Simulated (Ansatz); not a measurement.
Input of the run:

```yaml
crystal:
  lattice:
    - [4.989087772, 0.0, 0.0]
    - [-2.494543886, 4.3206767523, 0.0]
    - [0.0, 0.0, 2.87331344]
  atoms:
    - { symbol: Ti, position: [0.0, 0.0, 0.0] }
    - { symbol: Ti, position: [0.3333333333, 0.6666666667, 0.5] }
    - { symbol: Ti, position: [0.6666666667, 0.3333333333, 0.5] }
    - { symbol: O, position: [0.0, 0.39444076, 0.0] }
    - { symbol: O, position: [0.39444076, 0.0, 0.0] }
    - { symbol: O, position: [0.60555924, 0.60555924, 0.0] }
hamiltonian:
  xc: pbesol
  pseudopotentials: { kind: paw }
  hubbard: { sites: [{ species: Ti, l: d, u_eff: 5.0 }] }
kpoints:
  mp_grid: { grid: [6, 6, 9] }
  band_path:
    path:
      - [[0.0, 0.0, 0.0], [0.5, 0.0, 0.0], [0.3333333333, 0.3333333333, 0.0], [0.0, 0.0, 0.0], [0.0, 0.0, 0.5], [0.5, 0.0, 0.5], [0.3333333333, 0.3333333333, 0.5], [0.0, 0.0, 0.5]]
      - [[0.5, 0.0, 0.5], [0.5, 0.0, 0.0]]
      - [[0.3333333333, 0.3333333333, 0.0], [0.3333333333, 0.3333333333, 0.5]]
    npoints: 14
scf:
  occupations: { method: fermi_dirac, width: 0.05 }
  n_extra_bands: 15
output:
  forces: true
  stress: true
  eigenvalues: true
  fatbands: false
  write_density: true
  write_potential: true
  elf: true
  volumetric_format: npy
```

System: TiO, space group P-62m, 6 atoms in the cell.

Computed with Ansatz 0.2.0: PBEsol, Ti d U = 5 eV, Ansatz PAW, no spin polarisation, no spin-orbit coupling, 6×6×9 k mesh, 420 eV cutoff, Fermi-Dirac smearing of 0.05 eV.

What does the calculation give for the electronic structure? The path is Γ–M–K–Γ–A–L–H–A|L–M|K–H.

A metal: 2 bands cross the Fermi level along this path. Bands cross the Fermi level on Γ–M, K–Γ, Γ–A, A–L and H–A, and not on M–K, L–H, L–M and K–H. At Γ the nearest levels lie 0.43 eV below and 0.79 eV above the Fermi level.

U without spin polarisation on a metal has little footing. The PAW data sets were made with another functional. The k mesh is thin for a metal, so its Fermi level is uncertain. The cell comes from a database of computed structures, and whether it is the stable form of this composition wasn't checked.

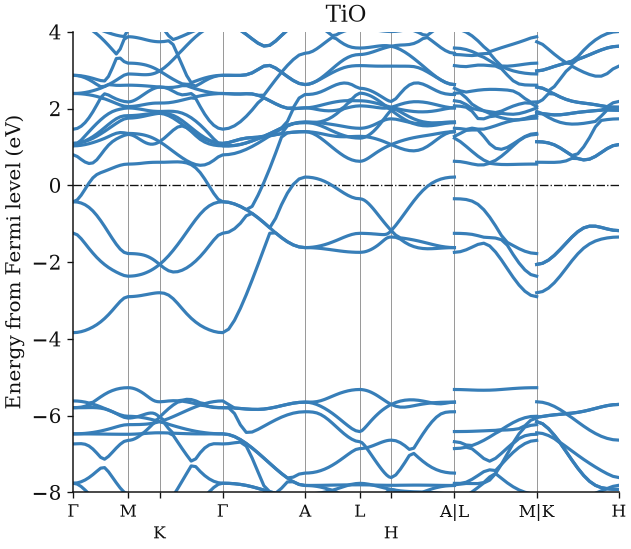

Band structure. Energies are counted from the Fermi level.
